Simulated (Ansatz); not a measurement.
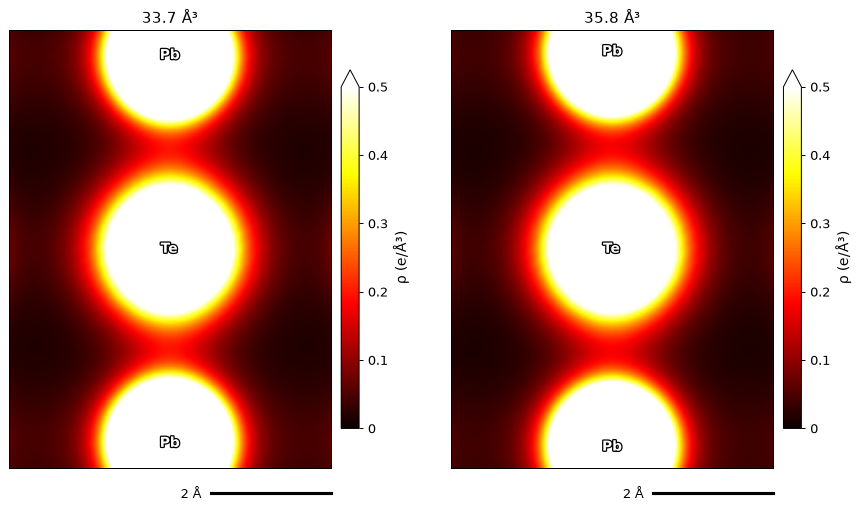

TePb. The valence electron density of cells scaled evenly to different volumes (given per atom above each panel), on the (11̄0) plane of each (indices in the axes of the cell below), at one length scale and on one colour scale.

Level of theory: Kohn-Sham DFT of a periodic cell, BPBE, Ansatz PAW (Ansatz 0.2.0).

The largest cell:

```yaml
crystal:
  lattice:
    - [0.00000, 3.29437, 3.29437]
    - [3.29437, 0.00000, 3.29437]
    - [3.29437, 3.29437, 0.00000]
  atoms:
    - { symbol: Pb, position: [0.00000, 0.00000, 0.00000] }
    - { symbol: Te, position: [0.50000, 0.50000, 0.50000] }
```

| volume (Å³/atom) | Te–Pb contact in the plane (Å) | ρ at its midpoint (e/Å³) | pressure (GPa) | gap on the mesh (eV) | 
| --- | --- | --- | --- | --- |
| 33.73 | 3.231 | 0.199 | 1.9 | 1.01 | 
| 35.08 | 3.274 | ? | ? | ? | 
| 35.75 | 3.294 | 0.182 | −0.5 | 1.09 | 

**What values belong in the row with question marks?**

Over the known rows ln ρ falls by 1.42 per Å of Te–Pb distance (the line through the two), which gives 0.187 e/Å³ at 3.274 Å; the calculation gives 0.187 e/Å³. For the pressure, a straight line in volume between the neighbouring rows gives 0.3 GPa; the calculation gives 0.2. For the gap on the mesh, a straight line in volume between the neighbouring rows gives 1.06 eV; the calculation gives 1.07.
